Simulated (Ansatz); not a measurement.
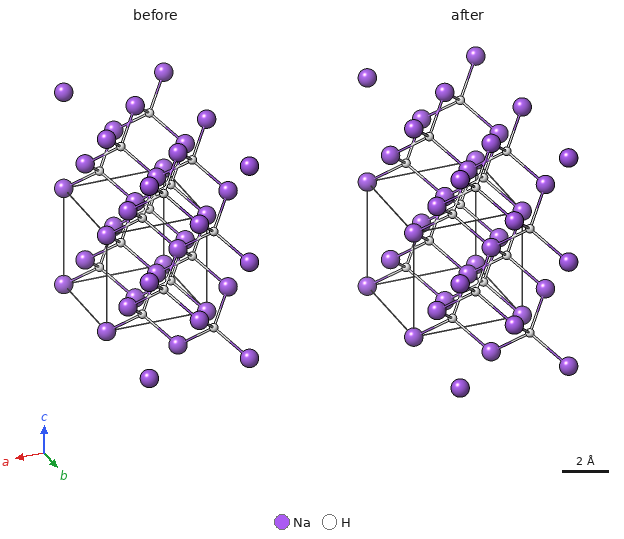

The structure of solid NaH (built on the BP-216 type type) before (left) and after (right) a relaxation, at one scale.

Style: ball-and-stick. Shown: the conventional cell (4 times the calculation's cell), repeated 1 × 2 × 2 with one cell outlined, from a free direction. Lengths and directions refer to the drawn axes.

Method: DFT, PBEsol, plane waves, PAW (Ansatz).

The input:
```yaml
crystal:
  lattice:
    - [0.0, 2.38642167, 2.38642167]
    - [2.38642167, 0.0, 2.38642167]
    - [2.38642167, 2.38642167, 0.0]
  atoms:
    - { symbol: Na, position: [0.0, 0.0, 0.0] }
    - { symbol: H, position: [0.25, 0.25, 0.25] }
kpoints:
  mp_grid: { grid: [8, 8, 8] }
hamiltonian:
  xc: pbesol
scf:
  occupations: { method: fermi_dirac, width: 0.03 }
relax:
  f_tol: 0.01
  cell: {}
  max_steps: 120
```

Command:
```bash
ansatz run input.yaml --threads 2 --pin off --max-ram 29491MiB --backend cpu --events-out ev --progress --plain --runs-dir out
```

Summarise the run.

Answer. No atom moves by more than 0.005 Å relative to the cell. The volume changes by +27.3 %, with a = b = c 4.773 → 5.173 Å (+8.4 %). Near-neighbour distances that change, for instance: Na1–H2 2.067 → 2.240 Å. The space group stays F-43m (No. 216). After 4 accepted moves (6 points after the start) the energy has fallen by 0.131 eV per cell of the calculation. All forces vanish by symmetry, so only the cell relaxes. Pressure: 6.79 GPa at the start and 0.04 GPa at the end. The SCF was repeated twice at an unchanged geometry on a basis and grid sized afresh for the cell, which shifted the energy by 5.3 meV per cell of the calculation at most.
